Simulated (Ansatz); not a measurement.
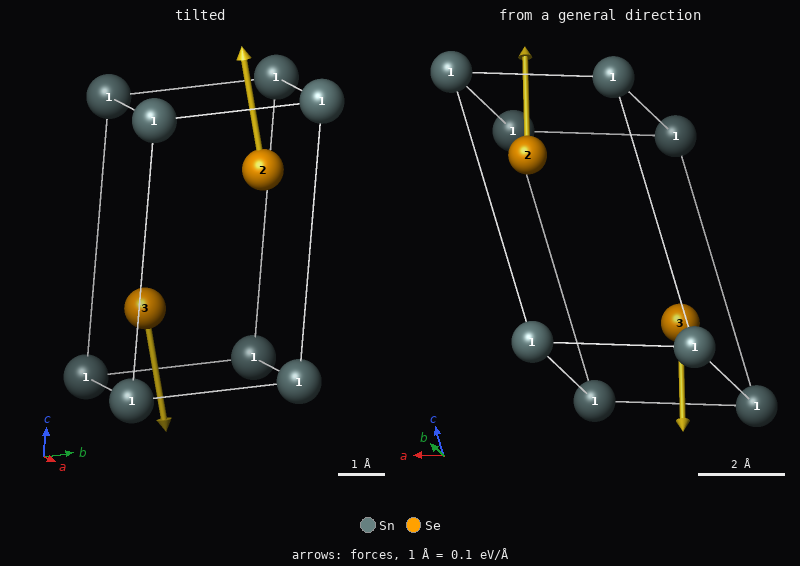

The figure gives a spheres-only picture of the atoms, viewed slightly off an axis and from a general direction. The cell (the run's own, in a reduced setting) is drawn as a box. The arrows are the computed forces on the atoms.

System: SnSe$_{2}$. Theory: DFT, PBE0, plane waves, PAW (Ansatz 0.2.0). Numerical settings: a kinetic-energy cutoff of 420 eV, k-points about 0.32 Å⁻¹ apart, no spin polarisation.

Q: Is the structure at a minimum of the energy?

A: No. The atoms still feel forces of up to about 0.24 eV/Å, far above a usual threshold of 0.01 to 0.03 eV/Å.

Q: Where is the maximum force, and how large is it?

A: Se2 and Se3, about 0.24 eV/Å.

Its origin is a structure type filled with these elements by a generator (whether the compound takes this form wasn't checked). Earlier steps of the study, as a rule a relaxation of our own, may have changed the cell and positions, so they can lie some per cent off the listed ones. It went into a calculation with Ansatz.
